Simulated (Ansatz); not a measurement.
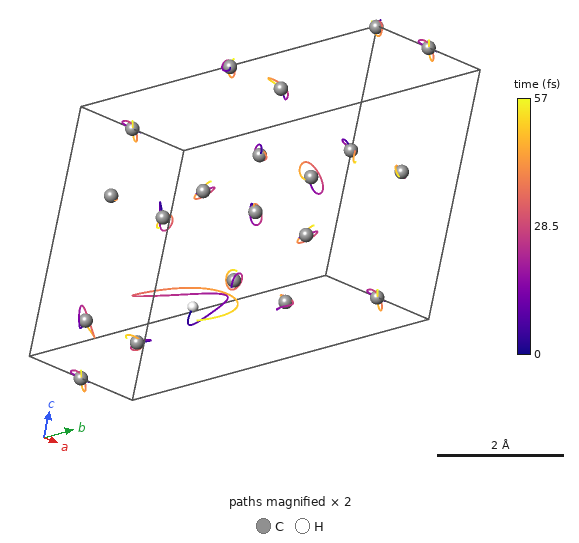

A Born-Oppenheimer molecular dynamics run of C with an interstitial H (17 atoms in the cell), of which 57 fs are on record. Lines trace each atom's path, coloured by time; spheres stand at the starting positions. The excursions are magnified 2 times. Seen slightly off an axis in the reduced simulation cell.

These are results of Ansatz 0.2.0, DFT PBE, scalar-relativistic, plane waves, PAW, not measurements. Set-up: plane-wave cutoff 420 eV; k-point mesh 3 × 3 × 3; Fermi-Dirac smearing 0.02 eV; spin collinear; constant energy (NVE); velocities drawn for 1800 K; time step 0.5 fs.

Question: Describe the motion.

Answer: In the second half of the run the atoms are, in the root-mean-square, this far from where they began (common drift taken out): H 0.35 Å, C 0.08 Å. The run lasts only 57 fs, too short to tell vibration from diffusion. Bond changes: 2 C–H bonds form between 23 fs and 46 fs; one C–H bond breaks at about 24 fs. Over the second half the temperature averages 923 K (spread ±246 K). The potential energy in the second half lies on average 107 meV per atom above the first frame. The run was cut off by its time limit after 114 steps.

Limits of the set-up: the periodic images lie only 5.0 Å apart, so the values are limited by the cell's size.

The run took 14 min on 1 thread of AMD EPYC 9R45 96-Core Processor (Zen 5), on a shared host, peak memory 0.45 GiB.
